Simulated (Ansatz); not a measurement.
## What a change does: geometry relaxation on Ge

System: Ge (P4₃2₁2, 12 atoms in the cell).
Method of run 1: Kohn-Sham DFT of a periodic cell, r2SCAN, Ansatz PAW, no spin polarisation (Ansatz 0.2.0).

The structure derives from an entry of the Crystallography Open Database. Text and figures count atoms from 1; the logs count them from 0 in places.

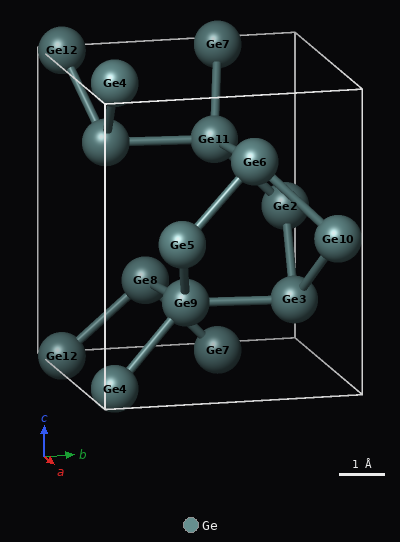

Fig. 1: The input geometry (ball-and-stick view of the cell of the calculation, seen slightly off an axis; atoms are numbered from 1 in the order of the input).

### Input file, run 1
```yaml
crystal:
  lattice:
    - [5.93, 0.0, 0.0]
    - [0.0, 5.93, 0.0]
    - [0.0, 0.0, 6.98]
  atoms:
    - { symbol: Ge, position: [0.375, 0.1667, 0.75] }
    - { symbol: Ge, position: [0.3333, 0.875, 0.5] }
    - { symbol: Ge, position: [0.625, 0.8333, 0.25] }
    - { symbol: Ge, position: [0.6667, 0.125, 0.0] }
    - { symbol: Ge, position: [0.875, 0.3333, 0.5] }
    - { symbol: Ge, position: [0.8333, 0.625, 0.75] }
    - { symbol: Ge, position: [0.125, 0.6667, 0.0] }
    - { symbol: Ge, position: [0.1667, 0.375, 0.25] }
    - { symbol: Ge, position: [0.575, 0.425, 0.25] }
    - { symbol: Ge, position: [0.925, 0.925, 0.5] }
    - { symbol: Ge, position: [0.425, 0.575, 0.75] }
    - { symbol: Ge, position: [0.075, 0.075, 0.0] }
hamiltonian:
  xc: r2scan
  pseudopotentials: { kind: paw }
kpoints:
  mp_grid: { grid: [5, 5, 4] }
scf:
  occupations: { method: fermi_dirac, width: 0.05 }
output:
  forces: true
  stress: true
  eigenvalues: true
  write_density: true
  write_potential: true
  elf: true
  volumetric_format: npy
relax:
  f_tol: 0.01
  max_steps: 40
  cell: { stress_tol: 0.05 }
```

Command:
```bash
ansatz run input.yaml --threads 4 --pin off --max-ram 11264MiB --backend cpu --events-out ev --progress --plain --runs-dir out
```

Hardware: 4 threads of Arm Neoverse V2, 24 GiB of memory available, shared host.

### Output, shortened to warnings, some set-up lines, iterations and results (run 1)
```
Basis set: ecut = 500 eV, 6229 PW (Γ), exchange–correlation on 180×180×216 points (64 copies of the dense FFT grid, shifted against one another)
Symmetry: 8 space group operations
k-points: 18 of 100 (time reversal used)
Initial density: superposition of atomic densities (neutral atoms: chi_scale 0, normalization atom), corrected by the library's trained network
[...]
SCF iter   1: F=—  HF=-51632.412109 eV  |F-HF|=—  |Δ(HF+E_count)|=         —  Δρ=8.07e-3  dr2=7.00e-2  dr2_τ=2.36e-2  ethr=1.77e-3  ⟨swp⟩=5.9  Hψ=6464  notcnv=0  defer=13
SCF iter   2: F=—  HF=-51632.503309 eV  |F-HF|=—  |Δ(HF+E_count)|=   9.12e-2  Δρ=2.98e-3  dr2=1.43e-2  dr2_τ=1.99e-4  ethr=4.16e-5  ⟨swp⟩=2.0  Hψ=3772  notcnv=0  defer=152
SCF iter   3: F=—  HF=-51632.506397 eV  |F-HF|=—  |Δ(HF+E_count)|=   3.09e-3  Δρ=1.94e-3  dr2=6.05e-3  dr2_τ=5.61e-5  ethr=8.51e-6  ⟨swp⟩=2.0  Hψ=2997  notcnv=0  defer=152
SCF iter   4: F=—  HF=-51632.508142 eV  |F-HF|=—  |Δ(HF+E_count)|=   1.74e-3  Δρ=3.18e-4  dr2=2.07e-4  dr2_τ=2.36e-6  ethr=3.60e-6  ⟨swp⟩=2.0  Hψ=1953  notcnv=0  defer=152
SCF iter   5: F=—  HF=-51632.508205 eV  |F-HF|=—  |Δ(HF+E_count)|=   6.34e-5  Δρ=4.06e-5  dr2=3.57e-6  dr2_τ=6.08e-8  ethr=1.23e-7  ⟨swp⟩=3.0  Hψ=3203  notcnv=0  defer=152
[... 37 lines ...]
SCF iter   3: F=—  HF=-51632.712773 eV  |F-HF|=—  |Δ(HF+E_count)|=   1.07e-4  Δρ=1.83e-5  dr2=2.64e-8  dr2_τ=1.48e-7  ethr=2.47e-10  ⟨swp⟩=3.0  Hψ=3331  notcnv=0
SCF iter   4: F=—  HF=-51632.712782 eV  |F-HF|=—  |Δ(HF+E_count)|=   8.36e-6  Δρ=1.89e-6  dr2=1.15e-9  dr2_τ=1.33e-9  ethr=1.57e-11  ⟨swp⟩=2.0  Hψ=3331  notcnv=0
SCF iter   5: F=-51632.712782 eV  HF=-51632.712782 eV  |F-HF|=1.09e-10  |Δ(HF+E_count)|=   6.94e-8  Δρ=1.65e-7  dr2=4.14e-11  dr2_τ=4.06e-12  ethr=1.00e-12  ⟨swp⟩=4.8  …
SCF 6 converged in 5 iterations: F = -51632.712782 eV  dr2 = 4.14e-11
relax step   6: F+E_penalty+E_count = -51632.71278175 eV  Δ(F+E_penalty+E_count) = -1.953e-3 eV  max|allowed force component| = 1.724e-3 eV/Å  Δτ_max = 0.0000 Å  P = +0.011 …
basis re-selected at this cell: Δ(F+E_penalty+E_count) = -1.953e-3 eV, ΔP = +0.005 GPa vs the last step (what re-selecting the basis moved, of the pressure what is left beyond the Pulay correction that the steps carried, after the strain that the cell walked since its last selection, with what the …
SCF converged after 5 iterations
Free energy (F): -51632.712782 eV
Harris-Foulkes:  -51632.712782 eV  (|F-HF|=1.09e-10)
Internal energy: -51632.712772 eV  (E = F + TS)
E sigma→0 (E₀):  -51632.712777 eV
Entropy (-TS):   -0.000010 eV (-0.001 meV/atom)
Fermi energy:    9.230822 eV
--- Per-component energies (eV) ---
  E_band       = -1735.845902
  E_kinetic    = 1329.987689
  E_local      = -28145.600026  (includes V_loc(G=0)·N_el)
  E_nonlocal   = 5032.270379
  E_hartree    = 12354.396336
  E_xc         = -828.932909
  E_vxc        = -813.844882  (∫ρ·V_xc dr)
  E_paw        = -24401.633386  (= ΣΔE_a)
  E_vpaw       = -3892.848757  (= ΣTr[D̂ρ^β])
  E_aug_tail   = 0.000201  (compensation charges beyond the density's cutoff)
  E_vtau       = 45.397062  (kinetic-family band-sum trace: ∫τ·v_τ [+ j·A + Jᵃ·Aᵃ] dr)
  E_ewald      = -16960.171867
  E_core_change = -13.029189  (= ΣΔE_core)
  E_smearing   = -0.000010  (= −TS)
  E_closure    = -0.000000  (closes the sum)
  Σ components = -51632.712782   (vs F -51632.712782, Δ=0.00e0)
--- Forces (eV/Å), atoms counted from 1 ---
  atom   1  Ge     0.00172351    -0.00051485    -0.00119146
  atom   2  Ge     0.00051485     0.00172351    -0.00119146
  atom   3  Ge    -0.00172351     0.00051485    -0.00119146
  atom   4  Ge    -0.00051485    -0.00172351    -0.00119146
  atom   5  Ge     0.00172351     0.00051485     0.00119146
  atom   6  Ge     0.00051485    -0.00172351     0.00119146
  atom   7  Ge    -0.00172351    -0.00051485     0.00119146
  atom   8  Ge    -0.00051485     0.00172351     0.00119146
  atom   9  Ge    -0.00065775     0.00065775    -0.00000000
  atom  10  Ge     0.00065775     0.00065775     0.00000000
  atom  11  Ge     0.00065775    -0.00065775     0.00000000
  atom  12  Ge    -0.00065775    -0.00065775    -0.00000000
  max |Σ_I F_I| component: 1.43e-16 eV/Å
--- Stress (GPa, compression-positive) ---
        0.004039       0.000000       0.000000
        0.000000       0.004039       0.000000
        0.000000       0.000000       0.026115
[...]
```

The input of run 2 differs as follows (lines with − go, lines with + come):
```diff
-  xc: r2scan
+  xc: pbesol
-  write_density: true
-  write_potential: true
-  elf: true
-  volumetric_format: npy
```

What does this change do to the results?

The total energies belong to different methods, so their difference says nothing on which is more stable or more accurate. The gap on the mesh goes from 0.98 to 0.61 eV. The volume per atom goes from 20.90 to 20.38 Å³. The functional changes from r2SCAN to PBEsol. The SCF takes 32 iterations over all geometry steps against 35. The default cutoff goes from 500 to 420 eV with the change. On the same kind of shared host run 2 took about 0.45 times as long.

### Output, shortened to warnings, some set-up lines, iterations and results (run 2)
```
Basis set: ecut = 420 eV, 4783 PW (Γ), exchange–correlation on 80×80×96 points (8 copies of the dense FFT grid, shifted against one another)
Symmetry: 8 space group operations
k-points: 18 of 100 (time reversal used)
Initial density: superposition of atomic densities (neutral atoms: chi_scale 0, normalization atom), corrected by the library's trained network
[...]
SCF iter   1: F=—  HF=-51040.418441 eV  |F-HF|=—  |Δ(HF+E_count)|=         —  Δρ=1.85e-3  dr2=7.54e-3  ethr=1.77e-3  ⟨swp⟩=5.9  Hψ=6453  notcnv=0  defer=5
SCF iter   2: F=—  HF=-51040.408252 eV  |F-HF|=—  |Δ(HF+E_count)|=   1.02e-2  Δρ=9.98e-4  dr2=2.02e-3  ethr=4.49e-6  ⟨swp⟩=2.0  Hψ=3610  notcnv=0  defer=41
SCF iter   3: F=—  HF=-51040.408040 eV  |F-HF|=—  |Δ(HF+E_count)|=   2.12e-4  Δρ=2.53e-4  dr2=1.04e-4  ethr=1.20e-6  ⟨swp⟩=2.0  Hψ=3189  notcnv=0  defer=41
SCF iter   4: F=—  HF=-51040.408108 eV  |F-HF|=—  |Δ(HF+E_count)|=   6.77e-5  Δρ=2.25e-4  dr2=6.14e-5  ethr=6.18e-8  ⟨swp⟩=2.0  Hψ=3189  notcnv=0  defer=41
SCF iter   5: F=—  HF=-51040.407995 eV  |F-HF|=—  |Δ(HF+E_count)|=   1.12e-4  Δρ=1.86e-5  dr2=7.13e-7  ethr=3.66e-8  ⟨swp⟩=2.0  Hψ=3189  notcnv=0  defer=41
[... 34 lines ...]
SCF iter   2: F=—  HF=-51040.596694 eV  |F-HF|=—  |Δ(HF+E_count)|=   2.55e-5  Δρ=1.78e-6  dr2=3.21e-9  ethr=4.47e-12  ⟨swp⟩=3.9  Hψ=4840  notcnv=0
SCF iter   3: F=—  HF=-51040.596694 eV  |F-HF|=—  |Δ(HF+E_count)|=   1.53e-9  Δρ=5.33e-7  dr2=3.71e-10  ethr=1.91e-12  ⟨swp⟩=2.7  Hψ=3445  notcnv=0
SCF iter   4: F=-51040.596694 eV  HF=-51040.596694 eV  |F-HF|=5.82e-11  |Δ(HF+E_count)|=  2.91e-11  Δρ=8.90e-8  dr2=1.33e-11  ethr=1.00e-12  ⟨swp⟩=5.0  Hψ=6032  notcnv=0
SCF 6 converged in 4 iterations: F = -51040.596694 eV  dr2 = 1.33e-11
relax step   6: F+E_penalty+E_count = -51040.59669424 eV  Δ(F+E_penalty+E_count) = +1.497e-4 eV  max|allowed force component| = 2.966e-3 eV/Å  Δτ_max = 0.0000 Å  P = +0.003 …
basis re-selected at this cell: Δ(F+E_penalty+E_count) = +1.497e-4 eV, ΔP = -0.000 GPa vs the last step (what re-selecting the basis moved, of the pressure what is left beyond the Pulay correction that the steps carried, after the strain that the cell walked since its last selection, with what the …
SCF converged after 4 iterations
Free energy (F): -51040.596694 eV
Harris-Foulkes:  -51040.596694 eV  (|F-HF|=5.82e-11)
Internal energy: -51040.596393 eV  (E = F + TS)
E sigma→0 (E₀):  -51040.596543 eV
Entropy (-TS):   -0.000302 eV (-0.025 meV/atom)
Fermi energy:    9.497391 eV
--- Per-component energies (eV) ---
  E_band       = -1590.003883
  E_kinetic    = 1336.562590
  E_local      = -27704.571965  (includes V_loc(G=0)·N_el)
  E_nonlocal   = 5033.385827
  E_hartree    = 12132.963174
  E_xc         = -900.682799
  E_vxc        = -777.935060  (∫ρ·V_xc dr)
  E_paw        = -23740.746665  (= ΣΔE_a)
  E_vpaw       = -3743.375051  (= ΣTr[D̂ρ^β])
  E_aug_tail   = 0.003624  (compensation charges beyond the density's cutoff)
  E_ewald      = -17208.525412
  E_core_change = 11.015235  (= ΣΔE_core)
  E_smearing   = -0.000302  (= −TS)
  E_closure    = 0.000000  (closes the sum)
  Σ components = -51040.596694   (vs F -51040.596694, Δ=0.00e0)
--- Forces (eV/Å), atoms counted from 1 ---
  atom   1  Ge     0.00296596     0.00231404    -0.00055676
  atom   2  Ge    -0.00231404     0.00296596    -0.00055676
  atom   3  Ge    -0.00296596    -0.00231404    -0.00055676
  atom   4  Ge     0.00231404    -0.00296596    -0.00055676
  atom   5  Ge     0.00296596    -0.00231404     0.00055676
  atom   6  Ge    -0.00231404    -0.00296596     0.00055676
  atom   7  Ge    -0.00296596     0.00231404     0.00055676
  atom   8  Ge     0.00231404     0.00296596     0.00055676
  atom   9  Ge     0.00196871    -0.00196871     0.00000000
  atom  10  Ge    -0.00196871    -0.00196871    -0.00000000
  atom  11  Ge    -0.00196871     0.00196871     0.00000000
  atom  12  Ge     0.00196871     0.00196871     0.00000000
  max |Σ_I F_I| component: 3.31e-16 eV/Å
--- Stress (GPa, compression-positive) ---
        0.002050      -0.000000      -0.000000
       -0.000000       0.002050      -0.000000
       -0.000000       0.000000       0.003914
  P = ⅓ Tr σ = 0.0027 GPa (0.027 kbar)
[...]
```

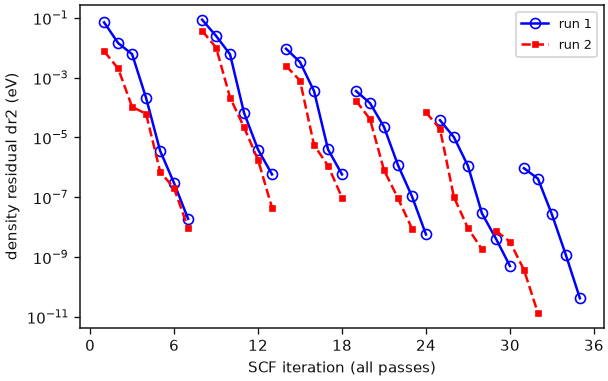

Fig. 2: Convergence of the two runs: density residual dr2 against the SCF iteration. A break in a curve parts two SCF passes. Run 1 takes 35 iterations in all, and run 2 takes 32.

### The two runs side by side

| quantity | run 1 | run 2 |
| --- | --- | --- |
| outcome | converged | converged |
| free energy per atom (eV) | −4302.7261 | −4253.3831 |
| gap on the mesh (eV) | 0.98 | 0.61 |
| pressure (GPa) | 0.01 | 0.00 |
| volume per atom (Å³) | 20.90 | 20.38 |
| largest force (eV/Å) | 0.002 | 0.004 |
| SCF iterations | 35 | 32 |
| irreducible k-points | 18 | 18 |
| wall time (shared host) | 2.5 min | 69 s |
